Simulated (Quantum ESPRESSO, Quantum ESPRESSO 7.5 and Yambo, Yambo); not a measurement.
# Sb (buckled honeycomb monolayer): G0W0 with and without spin-orbit coupling

Aim: spinor G0W0 for Sb (buckled honeycomb monolayer) beside the scalar-relativistic result.

Main program and level: Quantum ESPRESSO 7.5 and Yambo 5.3.0; PBE and many-body steps on it, plane waves.

**What was measured.**

- Gap 2.21 eV: optical gap from PL emission peak; photoluminescence, 355 nm excitation; monolayer (antimonene on antimony oxide after hydrogen reduction) (“Ultrathin high-κ antimony oxide single crystals”, 2020, pmc:7237679).

**1. Set-up**

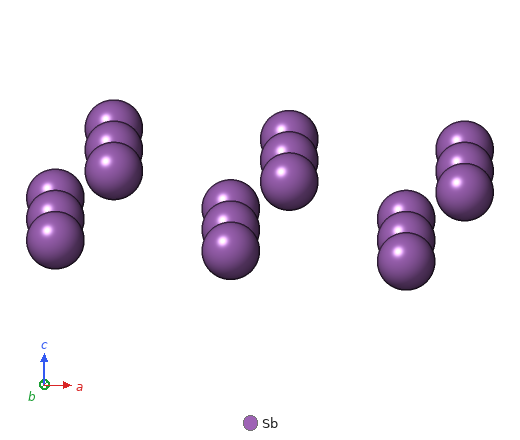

The cell as given, nearly edge on (antimony purple). 3×3×1 cells are drawn.

The cell holds 2 atoms: 2 Sb. Cell: a = 4.127 Å, b = 4.127 Å, c = 14.000 Å, α = 90.0°, β = 90.0°, γ = 120.0°. Vacuum lies along c.

The structure was relaxed with PBE. The runs that relaxed it are not among those shown. Spin-orbit coupling is left out unless a step names it.

**2. Empty states on the mesh, 6×6×1 mesh, 135 bands**

This step: Quantum ESPRESSO 7.5; DFT, PBE, plane waves, norm-conserving pseudopotentials.

The sums over transitions need many empty states on a uniform mesh; this step solves for them.

pw.in

```
&control
  calculation = 'nscf'
  prefix = 'x'
  outdir = 'o'
  pseudo_dir = 'pseudo'
/
&system
  ibrav = 0
  nat = 2
  ntyp = 1
  ecutwfc = 88.0
  nbnd = 135
  force_symmorphic = .true.
/
&electrons
  conv_thr = 1e-9
  electron_maxstep = 80
  diago_full_acc = .true.
  diago_thr_init = 5e-6
/
ATOMIC_SPECIES
  Sb 121.76 Sb.upf
CELL_PARAMETERS angstrom
  4.1272254436 0.0000000001 0.0000000000
  -2.0636127219 3.5742820813 0.0000000000
  0.0000000000 0.0000000000 14.0000000000
ATOMIC_POSITIONS crystal
  Sb 0.3333333333 0.6666666667 0.4415848827
  Sb 0.6666666667 0.3333333333 0.5584151173
K_POINTS automatic
  6 6 1 0 0 0
```

Run with:

```sh
$ OMP_NUM_THREADS=1 mpirun -n 4 pw.x -nk 4 -in pw.in > pw.out
```

The program printed:

```text
Program PWSCF v.7.5 starts

     This program is part of the open-source Quantum ESPRESSO suite
     for quantum simulation of materials; please cite
         "P. Giannozzi et al., J. Phys.:Condens. Matter 21 395502 (2009);
         "P. Giannozzi et al., J. Phys.:Condens. Matter 29 465901 (2017);
         "P. Giannozzi et al., J. Chem. Phys. 152 154105 (2020);
     in publications or presentations arising from this work. More details at

     Atomic positions and unit cell read from directory:
     o/x.save/

     Message from routine setup:
[...]
22.7203  23.9099  24.0660  24.0912  24.2881  24.3844  24.5677  24.9474
     [... 5 further rows ...]
    35.5570  35.8408  36.0933  36.4149  36.7332  37.0194  37.0345  37.0985
    37.1889  37.3145  37.4037  37.5911  37.6922  37.7221  38.2914

          k = 0.0000-0.5774 0.0000 ( 19432 PWs)   bands (ev):

     [... further k-points ...]

     highest occupied, lowest unoccupied level (ev):    -0.0917    1.2219

     XML data file, pseudopotentials, collected wavefunctions

=------------------------------------------------------------------------------=
   JOB DONE.
=------------------------------------------------------------------------------=
```

Wall time 51 s (4 MPI ranks of Arm Neoverse V1, shared host); peak memory 1.2 GiB; 3.4 min of CPU time.

This step gave:

```yaml
gap: 1.314 eV
k_of_the_valence_top: 0, 0, 0
k_of_the_conduction_bottom: 0, 0.3333, 0
least_direct_gap: 1.578 eV
k_points_computed: 7
lowest_point_of_the_top_converged_band_above_the_valence_top: 37.77 eV
```

On this mesh the gap is 1.314 eV.

The density comes from a self-consistent run that is not shown.

**3. Conversion and set-up**

This step: Yambo 5.3.0; conversion and set-up on PBE, plane waves, norm-conserving pseudopotentials.

The states are converted to the many-body program's format and the q mesh is built.

Run with:

```sh
$ (cd o/x.save; p2y > p2y.log; mv SAVE ../..); yambo > setup.log
```

The program printed:

```text
 Yambo, version 5.3.0

 [02] CORE Variables Setup
 =========================

  [02.01] Unit cells
  ==================

  Cell kind             :  HCP
  Atoms in the cell     :  Sb
  number of Sb atoms    :  2

  List of atomic masses
  Mass of Sb    :  121.7600

  List of atomic coordinates    : [cc]
  Sb1       : -0.51595E-09   4.5029       11.683      order 1
  Sb2       :   3.89966   2.25147  14.77352  order 2

  Alat factors          :   7.79933   6.75441  26.45617 [a.u.]
  Direct lattice volume :   1393.71    [a.u.]
  Direct lattice vectors:  A[ 1 ]  A[ 2 ]  A[ 3 ]
[...]
BZ  Q-points                                      :   36

 K/Q-points units:
 rlu = crystal or reduced units; cc = cartesian coordinates; iku = interal k-units

 Q [1]          [rlu]:  0.000000  0.000000  0.000000
 Q [2]          [rlu]: -0.42332E-17  0.16667       0.0000
 Q [3]          [rlu]: -0.84664E-17  0.33333       0.0000
 Q [4]          [rlu]:  0.12700E-16 -0.50000       0.0000
 Q [5]          [rlu]:  0.166667  0.166667  0.000000
 Q [6]          [rlu]:  0.166667  0.333333  0.000000
 Q [7]          [rlu]:  0.333333  0.333333  0.000000

  [03.01] X indexes
  =================

   [03.01.01] Sigma indexes
   ========================

 [06] Game Over & Game summary
```

It took 2.6 s on 1 MPI rank; peak memory 0.26 GiB.

**4. Scalar-relativistic**

Now the one-shot GW correction: screening in the RPA, then the self-energy of the levels asked for.

This step: G0W0 on PBE, plane waves, norm-conserving pseudopotentials.

gw1.in

```
HF_and_locXC
gw0
dyson
ppa
em1d
rim_cut
rim_w
RandQpts= 3000000
RandGvec= 100 RL
CUTGeo= "slab z"
RandGvecW= 9 RL
EXXRLvcs= 88 Ry
VXCRLvcs= 352 Ry
Chimod= "HARTREE"
% BndsRnXp
 1 | 135 |
%
NGsBlkXp= 8 Ry
% LongDrXp
 1 | 1 | 0 |
%
% GbndRnge
 1 | 135 |
%
DysSolver= "n"
ExtendOut
PPAPntXp= 27.21138 eV
% QPkrange
 1 | 1 | 22 | 25 |
 3 | 3 | 22 | 25 |
%
```

Run with:

```sh
$ OMP_NUM_THREADS=1 mpirun -n 4 yambo -F gw1.in -J gw1 -C gw1 > gw1.log
```

The program printed:

```text
 Yambo, version 5.3.0

 [02] CORE Variables Setup
 =========================

  [... cell, symmetries and grids as in the set-up ...]

  [02.05] Energies & Occupations
  ==============================

  [X] === General ===
  [X] Electronic Temperature                        :  0.000000  0.000000 [eV K]
  [X] Bosonic    Temperature                        :  0.000000  0.000000 [eV K]
  [X] Finite Temperature mode                       : no
  [X] El. density                                   :  0.22273E+24 [cm-3]
  [X] Fermi Level                                   : -0.091652 [eV]

  [X] === Gaps and Widths ===
  [X] Conduction Band Min                           :  1.313505 [eV]
  [X] Valence Band Max                              :  0.000000 [eV]
  [X] Filled Bands                                  :  23
  [X] Empty Bands                                   :   24  135
  [X] Direct Gap                                    :  1.577658 [eV]
  [X] Direct Gap localized at k                     :  1
  [X] Indirect Gap                                  :  1.313505 [eV]
  [X] Indirect Gap between kpts                     :  1  3
  [X] Last valence band width                       :  1.770319 [eV]
  [X] 1st conduction band width                     :  0.892837 [eV]

 [03] Transferred momenta grid and indexing
 ==========================================

 IBZ Q-points                                      :   7
 BZ  Q-points                                      :   36

 K/Q-points units:
 rlu = crystal or reduced units; cc = cartesian coordinates; iku = interal k-units

 Q [1]          [rlu]:  0.000000  0.000000  0.000000
 Q [2]          [rlu]: -0.42332E-17  0.16667       0.0000
 Q [3]          [rlu]: -0.84664E-17  0.33333       0.0000
 Q [4]          [rlu]:  0.12700E-16 -0.50000       0.0000
 Q [5]          [rlu]:  0.166667  0.166667  0.000000
 Q [6]          [rlu]:  0.166667  0.333333  0.000000
 Q [7]          [rlu]:  0.333333  0.333333  0.000000

 [04] Coloumb potential Random Integration (RIM)
 ===============================================

 Performing RIM of v_slab

  [04.01] RIM initialization
  ==========================

  * Diagonal components only detected *

  8 x (sBL volume)        :  0.039551 [a.u.]
  sBZ random points       :  3000000
  Points outside the sBZ  :  24000829
  RL volume               :  0.177979 [a.u.]
  Integrated volume       :  0.177973 [a.u.]

  [04.02] RIM integrals
  =====================

  Gamma point sphere radius             :  0.036404 [a.u.]
  Points outside the sphere             :  2398884
  [Int_sBZ(q=0) 1/q^2]*(Vol_sBZ)^(-1/3) =:  7.385819
                                 should be <:  7.795600

  Summary of Coulomb integrals for non-metallic bands |Q|[au] RIM/Bare

  Q [1] 0.100000E-4 0.947434 * Q [2] 0.155039 0.953725
  Q [5] 0.268535 1.010255 * Q [3] 0.310078 1.014225
  Q [6] 0.410195 1.014662 * Q [4] 0.465117 1.013136
  Q [7] 0.537071 1.010659
  Non-periodic chartesian directions : none
  Optical renormalization            :  26.45617 [au]
  Polarizability dimension           : length

 [05] Coloumb potential CutOffslab
 =================================

 Cut directionsZ
 Slab Cutoff:Z
 Symmetry test passed : yes

 [06] Dipoles
 ============

  [06.01] Setup: observables and procedures
  =========================================

 [07] Dynamic Dielectric Matrix (PPA)
 ====================================

 [WR./gw1//ndb.pp]---------------------------------------------------------------
  Brillouin Zone Q/K grids (IBZ/BZ)                :    7   36    7   36
  RL vectors                                       :  22895 [WF]
  Coulomb cutoff potential                         : slab z
  Electronic Temperature                           :  0.000000 [K]
  Bosonic    Temperature                           :  0.000000 [K]
  PPA    diel. fun.  energies                      : Perdew, Burke & Ernzerhof(X)+Perdew, Burke & Ernzerhof(C)
  wavefunctions                                    : Perdew, Burke & Ernzerhof(X)+Perdew, Burke & Ernzerhof(C)
[...]
Field direction                                  :  0.707107E-5  0.707107E-5   0.00000
  BZ energy Double Grid                            : no
  BZ energy DbGd points                            : 0
  BZ Q point size factor                           : -1.000000
  X Optical Averaged directions                    : none

 [08] Local Exchange-Correlation + Non-Local Fock
 ================================================

 [VXC] Plane waves :  155503
 [EXS] Plane waves :  19465

 QP @ state[ 1 ] K range:  1  1
 QP @ state[ 1 ] b range:  22  25
 QP @ state[ 2 ] K range:  3  3
 QP @ state[ 2 ] b range:  22  25

 [xc] Functional : Perdew, Burke & Ernzerhof(X)+Perdew, Burke & Ernzerhof(C)
 [xc] LIBXC used to calculate xc functional
  PP Number of Atomic Species                      :  1
  NLCC RL compoments                               :  155503
  PP Number of Atomic Species                      :  1
  NLCC RL compoments                               :  155503

 [xc] E_xc :  -38.17778 [Ha]
      E_xc :  -76.35556 [Ry]

  Local XC kind (lXC) : Perdew, Burke & Ernzerhof(X)+Perdew, Burke & Ernzerhof(C)
  Non-Local XC kind (nlXC) : Hartree-Fock

  Corrections @ K [1] :  [eV]
 <22|nlXC|22> = -13.64657 -0.46073E-17 <22|lXC|22> = -12.65901  0.47204E-16
 <23|nlXC|23> = -13.64660  0.47141E-17 <23|lXC|23> = -12.65900  0.24585E-30
 <24|nlXC|24> = -7.883616 -0.20296E-17 <24|lXC|24> = -11.39976 -0.18882E-15
 <25|nlXC|25> = -8.017831 -0.33961E-17 <25|lXC|25> = -11.90640  0.14161E-15

  Corrections @ K [3] :  [eV]
 <22|nlXC|22> = -13.63641  0.68931E-17 <22|lXC|22> = -12.00915  0.28323E-15
 <23|nlXC|23> = -12.91723  0.68093E-17 <23|lXC|23> = -11.31001  0.23602E-16
 <24|nlXC|24> = -6.822182 -0.28598E-18 <24|lXC|24> = -9.888887 -0.59005E-17
 <25|nlXC|25> = -6.050016  0.90924E-19 <25|lXC|25> = -9.865952  0.94408E-16

 [09] Dyson equation: Newton solver
 ==================================

  [09.01] RIM-W interpolation
  ===========================

  [WARNING] RIM-W works only for 2D semiconductors with slab cutoff
  Found compatible q grid: 2D
  q_min[ 1 ]:  0.16667      0.25476E-11   0.0000     [rlu]
   0.166667  0.083333  0.000000 [iku]
  q_min[ 2 ]:  0.42332E-17  0.16667       0.0000     [rlu]
  -0.46629E-11  0.16667       0.0000     [iku]
  G-vectors :  13
  G-vectors loaded:  139
  Number of interpolated frequencies:  2

  Evaluating coefficients q = 0
  Evaluating coefficients q = 0

  [09.02] RIM-W integrals
  =======================

  8 x (sBL volume)        :  0.039551 [a.u.]
  sBZ random points       :  3000000
  Points outside the sBZ  :  24000829
  RL volume               :  0.177979 [a.u.]
  Integrated volume       :  0.177973 [a.u.]

  [09.03] RIM integrals
  =====================

  Comparison between head Wc = W - v averages: < Wc > [au] RIM-W/RIM

   < -Wc [Q = 1] > 0.345925E-1 0.529533E-4 * < -Wc [Q = 2] > 0.005609 0.005458
   < -Wc [Q = 3] > 0.001111 0.001090 * < -Wc [Q = 4] > 0.380757E-3 0.376596E-3
   < -Wc [Q = 5] > 0.001608 0.001577 * < -Wc [Q = 6] > 0.543794E-3 0.538589E-3
   < -Wc [Q = 7] > 0.256623E-3 0.255010E-3

  Comparison between head Wc = W - v averages: < Wc > [au] RIM-W/RIM

   < -Wc [G = 1,G`=0] > 0.345925E-1 0.529533E-4 * < -Wc [G = 2,G`=0] >-0.001568 0.000000
   < -Wc [G = 3,G`=0] >-0.001568 0.000000 * < -Wc [G = 4,G`=0] > 0.194125E-4  0.00000
   < -Wc [G = 5,G`=0] > 0.193983E-4  0.00000 * < -Wc [G = 6,G`=0] > 0.694838E-4  0.00000
   < -Wc [G = 7,G`=0] > 0.695007E-4  0.00000 * < -Wc [G = 8,G`=0] >-0.464593E-5  0.00000
   < -Wc [G = 9,G`=0] >-0.511468E-5  0.00000 * < -Wc [G = 10,G`=0] >-0.463226E-5  0.00000
   < -Wc [G = 11,G`=0] >-0.482371E-5  0.00000 * < -Wc [G = 12,G`=0] >-0.508052E-5  0.00000
   < -Wc [G = 13,G`=0] >-0.480111E-5  0.00000

 [10] G0W0 (W PPA)
 =================

 [  GW  ] Bands range     :    1  135
 [GW/PPA] G damping       :  0.100000 [eV]

 QP @ state[ 1 ] K range:  1  1
 QP @ state[ 1 ] b range:  22  25
 QP @ state[ 2 ] K range:  3  3
 QP @ state[ 2 ] b range:  22  25

  Sc/G bands                                       :    1  135
  Sc/G damping                                     :  0.100000 ev
  Sc bands terminator                              : no
  Sx RL components                                 :  19465

  QP @ state[ 1 ] K range                          :  1  1
  QP @ state[ 1 ] b range                          :  22  25
  QP @ state[ 2 ] K range                          :  3  3
  QP @ state[ 2 ] b range                          :  22  25
  GF energies kind                                 : Perdew, Burke & Ernzerhof(X)+Perdew, Burke & Ernzerhof(C)
  GF WF`s kind                                     : Perdew, Burke & Ernzerhof(X)+Perdew, Burke & Ernzerhof(C)
  Xs energies kind                                 : Perdew, Burke & Ernzerhof(X)+Perdew, Burke & Ernzerhof(C)
  Xs WF`s kind                                     : Perdew, Burke & Ernzerhof(X)+Perdew, Burke & Ernzerhof(C)

 [14] Game Over & Game summary
```

Wall time 6.6 min (4 MPI ranks); peak memory 3.9 GiB; 26 min of CPU time.

Numbers from this step:

```
G0W0 gap on the points computed              : 2.114 eV
starting gap on the mesh                     : 1.314 eV
k of the valence top                         : 0, 0, 0
k of the conduction bottom                   : 0, 0.3333, 0
least direct G0W0 gap on the computed points : 2.615 eV
Z at the valence top                         : 0.7337
Z at the conduction bottom                   : 0.7388
```

The gap on the mesh goes from 1.31 eV to 2.11 eV, a correction of +0.80 eV.

**5. Empty states on the mesh, 6×6×1 mesh, 270 bands**

This step: Quantum ESPRESSO 7.5; DFT, PBE with spin-orbit coupling, plane waves, norm-conserving pseudopotentials.

Changes to pw.in since step 2:

```diff
@@ -11,4 +11,6 @@
   ecutwfc = 88.0
-  nbnd = 135
+  nbnd = 270
   force_symmorphic = .true.
+  noncolin = .true.
+  lspinorb = .true.
 /
```

Run with:

```sh
$ OMP_NUM_THREADS=1 mpirun -n 4 pw.x -nk 4 -in pw.in > pw.out
```

The program printed:

```text
[banner, memory and clock lines left out]
Program PWSCF v.7.5 starts

     Atomic positions and unit cell read from directory:
     o/x.save/

     Message from routine setup:
     using ibrav=0 with symmetry is DISCOURAGED, use correct ibrav instead

     G-vector sticks info

     bravais-lattice index     =            0
     lattice parameter (alat)  =       7.7993  a.u.
     unit-cell volume          =    1393.7076 (a.u.)^3
     number of atoms/cell      =            2
     number of atomic types    =            1
     number of electrons       =        46.00
[...]
38.8877  38.8877  39.1667  39.1667  39.5224  39.5224

          k =-0.0000 0.3849 0.0000 ( 19432 PWs)   bands (ev):

  -143.6640-143.6640-143.6635-143.6635-102.6169-102.6169-102.6153-102.6153
[...]
10.6364  10.6364  10.6878  10.6878  12.2043  12.2043  12.5854  12.5854
     [... 22 further rows ...]
    37.1911  37.1911  37.3237  37.3237  37.4044  37.4044  37.5954  37.5954
    37.6936  37.6936  37.7288  37.7288  38.2934  38.2934

          k = 0.0000-0.5774 0.0000 ( 19432 PWs)   bands (ev):

     [... further k-points ...]

     highest occupied, lowest unoccupied level (ev):     0.1801    1.2211

     XML data file, pseudopotentials, collected wavefunctions
```

It took 5.4 min on 4 MPI ranks; peak memory 3.8 GiB.

Numbers from this step:

```yaml
gap: 1.041 eV
k_of_the_valence_top: 0, 0, 0
k_of_the_conduction_bottom: 0, 0.3333, 0
least_direct_gap: 1.249 eV
k_points_computed: 7
lowest_point_of_the_top_converged_band_above_the_valence_top: 37.50 eV
```

On this mesh the gap is 1.041 eV.

The density comes from a self-consistent run that is not shown, made with spin-orbit coupling and fully relativistic files.

(Continued in part 2 of 2.)

[Paths, hosts, dates, memory and timing lines, banners, echoed tables and standing remarks are left out of the program output.]

[Logs are printed without paths, hosts, clocks, repeated set-up lines and the standing remarks that a program may print on its own settings, such as how far it seeks lower states.]

[Runs of the session that timed out or met a known fault of the program may be left out.]

[Hosts, paths, dates, database ids (printed as entryN), source tags and the programs' standing remarks are cut or masked in the printed files.]
